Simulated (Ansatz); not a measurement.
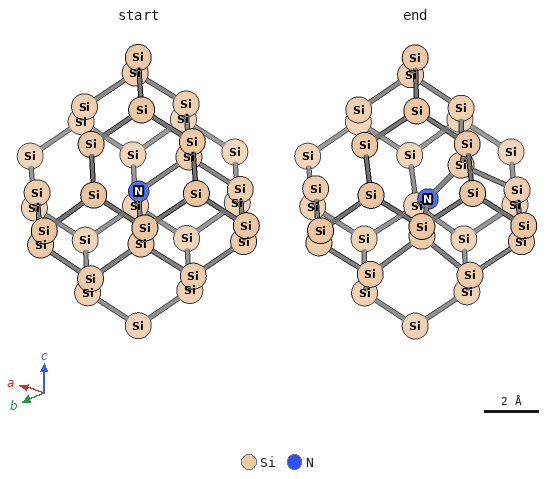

The structure of a defect cell of composition Si$_{62}$N before (left) and after (right) a relaxation, at one scale.

A ball-and-stick model of the atoms within 5.8 Å of the atom that moves most (axes of the cell of the calculation (origin shifted)), seen from a free direction.

Theory: DFT, PBEsol, PAW, plane waves (Ansatz). Set-up: plane-wave cutoff 420 eV; k-point mesh 1 × 1 × 1; mesh shifted by (0.25, 0.25, 0.25); collinear spin; atoms relaxed in a fixed cell; force threshold 0.03 eV/Å; at most 80 steps.

Q: Summarise the run.

A: After 5 geometry steps the energy has fallen by 3.552 eV per cell of the calculation. Largest force component: 2.2 eV/Å at the start, 0.023 eV/Å at the end. The largest move is that of the N atom, 0.57 Å along [−1 −1 −1]. By element the largest moves are N 0.57 Å, Si 0.44 Å. The lattice vectors keep their values. Among the contacts that change: N–Si 2.373 → 1.835 Å, N–Si 2.324 → 1.836 Å, Si–Si 2.319 → 2.436 Å, Si–Si 2.333 → 2.429 Å. Bond angles that change, for instance: Si–Si–Si 111.4° → 98.9°, Si–Si–Si 109.0° → 98.8°, Si–Si–Si 109.6° → 104.3°. The run took 2.3 min on 7 threads of Arm Neoverse-V2, peak memory 2.9 GiB.
